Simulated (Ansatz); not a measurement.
TiAl3 (interface cell)

The calculation's input:

```
crystal:
  lattice:
    - [3.9483448106, 0.0, 0.0]
    - [0.0, 3.9483448106, 0.0]
    - [0.0, 0.0, 16.3720980568]
  atoms:
    - { symbol: Ti, position: [0.0, 0.0, 0.0066149003] }
    - { symbol: Al, position: [0.5, 0.5, -8.08173e-05] }
    - { symbol: Al, position: [0.5, 0.0, 0.125] }
    - { symbol: Al, position: [0.0, 0.5, 0.125] }
    - { symbol: Ti, position: [0.0, 0.0, 0.2433850997] }
    - { symbol: Al, position: [0.5, 0.5, 0.2500808173] }
    - { symbol: Al, position: [0.5, 0.0, 0.375] }
    - { symbol: Al, position: [0.0, 0.5, 0.375] }
    - { symbol: Al, position: [0.0, 0.0, 0.4999191827] }
    - { symbol: Ti, position: [0.5, 0.5, 0.5066149003] }
    - { symbol: Al, position: [0.5, 0.0, 0.625] }
    - { symbol: Al, position: [0.0, 0.5, 0.625] }
    - { symbol: Al, position: [0.0, 0.0, 0.7500808173] }
    - { symbol: Ti, position: [0.5, 0.5, 0.7433850997] }
    - { symbol: Al, position: [0.5, 0.0, 0.875] }
    - { symbol: Al, position: [0.0, 0.5, 0.875] }
basis:
  ecutwfc: 420
kpoints:
  mp_grid: { grid: [12, 12, 4] }
hamiltonian:
  xc: pbesol
scf:
  occupations: { method: gaussian, width: 0.1 }
output:
  forces: true
  stress: true
  eigenvalues: true
  write_density: true
  write_potential: true
  elf: true
  volumetric_format: npy
```

Command:

```sh
ansatz run input.yaml --threads 4 --pin off --max-ram 11264MiB --backend cpu --events-out ev --progress --plain --runs-dir out
```

Computed pressure about −3 GPa in this cell; computed without spin polarisation.

The calculation used DFT PBEsol, scalar-relativistic, plane waves, PAW (Ansatz 0.2.0).

The density is the valence pseudo-density of a PAW calculation; it isn't the true density close to the nuclei.

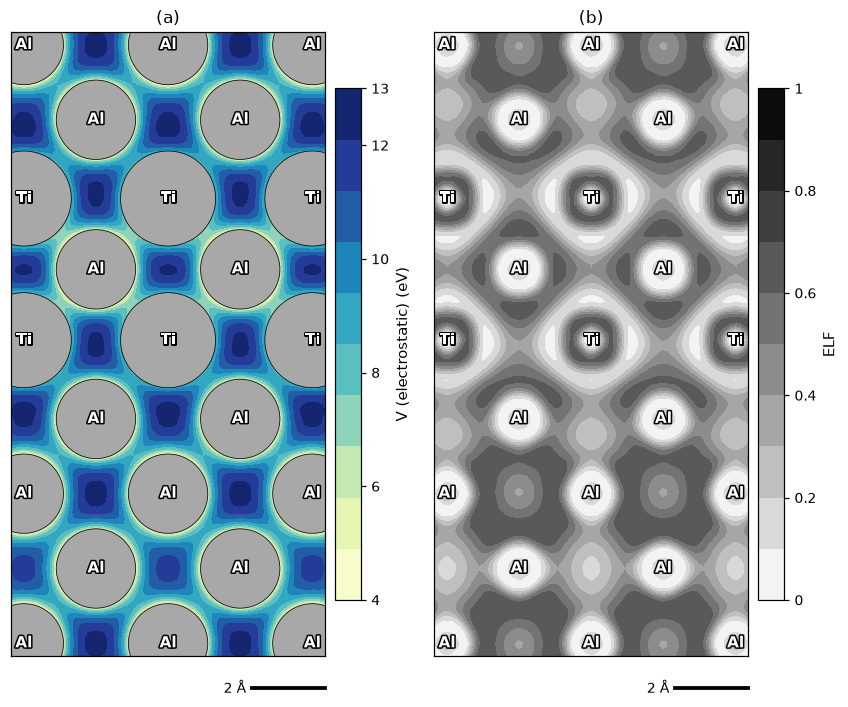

Figure 1. (a) electrostatic potential (local pseudopotential plus Hartree) felt by an electron; (b) electron localisation function on the (100) plane of the calculation cell. Grey discs cover the atomic cores in the potential map.

**Read the bonding off the picture.**

The plane passes through Al and Ti nuclei.
Ti–Al (2.77 Å): the ELF is about 0.35 at the midpoint.
Al–Al (2.84 Å): the ELF peaks at about 0.65 between the atoms.
Ti–Al (2.92 Å): the ELF is about 0.40 at the midpoint.
The features right at Ti lie inside the PAW spheres, where the map follows smoothed inner orbitals and isn't to be read closely.
Outside the cores the potential energy rises away from the atoms and is highest about 2.0 Å from the nearest atoms; its zero is arbitrary.

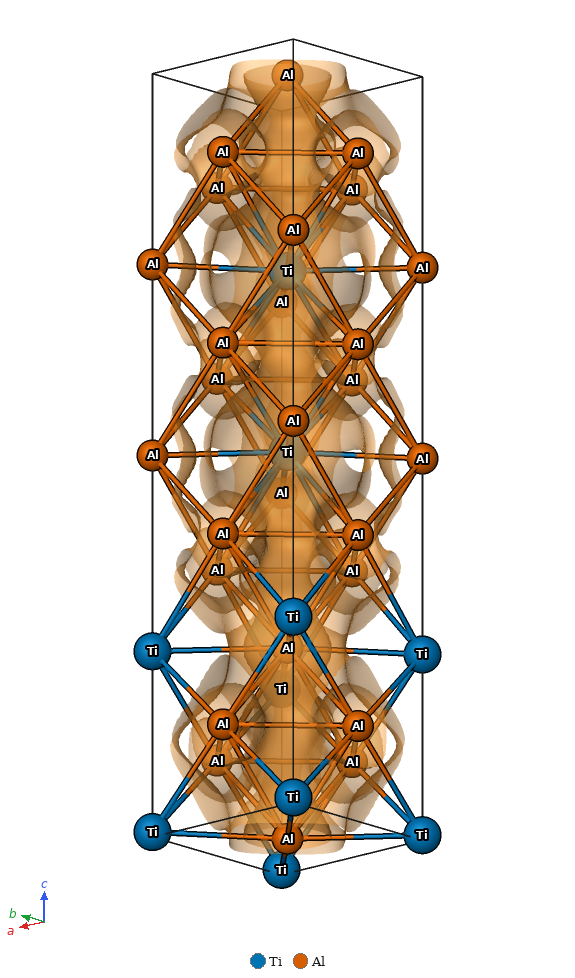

Figure 2. Isosurface of the ELF at 0.55 (orange), seen at an oblique angle. Only the valence region is drawn (cores and ρ < 0.01 e/Å³ removed). Sticks mark near contacts.

**Describe the localisation domains.**

At this value the surface marks out one network that runs through the whole crystal, counted in one cell of 16 atoms. Any copies at cell faces, edges or corners count once. Profiles from the grid: Al–Al (2.79 Å): the ELF peaks at about 0.70 between the atoms.

**Metal or insulator at this level of theory?**

It is gapless in this calculation (a metal or semimetal).
